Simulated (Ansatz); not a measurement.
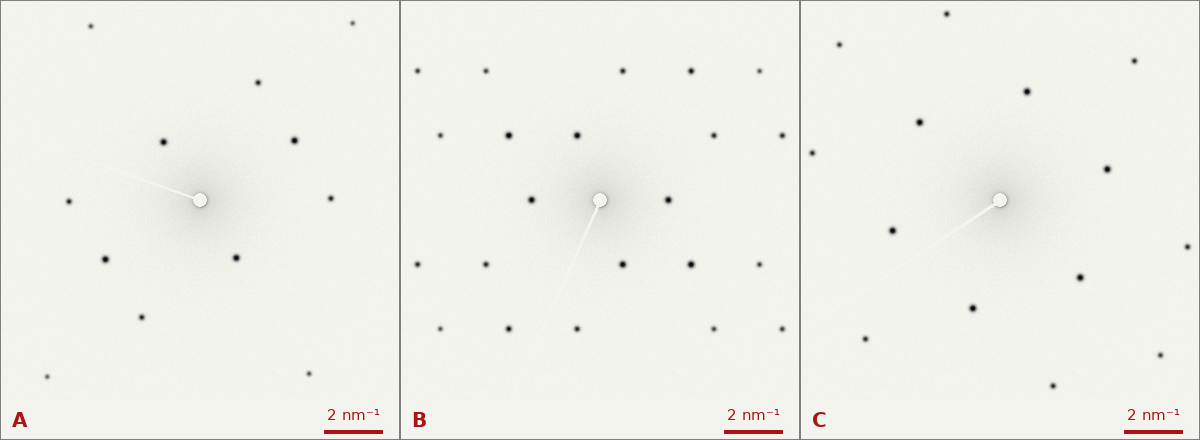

Kinematic zone-axis patterns, calculated for 300 keV electrons with B = 0.5 Å².

All three come from Bi, space group Fd-3m (No. 227), a = 7.237 Å. Structure: the input geometry of an electronic-structure calculation (not necessarily at equilibrium); the starting structure was generated, so it need not be a known form of this composition.

> Assign the zone axes [110], [111], [211] to A, B and C.

A is [211]: rectangular net of -1 1 1 at d = 4.18 Å and 0 -2 2 at d = 2.56 Å, at 90.0°. B is [110]: centred rectangular net of -1 1 -1 at d = 4.18 Å and -1 1 1 at d = 4.18 Å, at 70.5°. C is [111]: hexagonal net of -2 2 0 at d = 2.56 Å and -2 0 2 at d = 2.56 Å, at 60.0°.
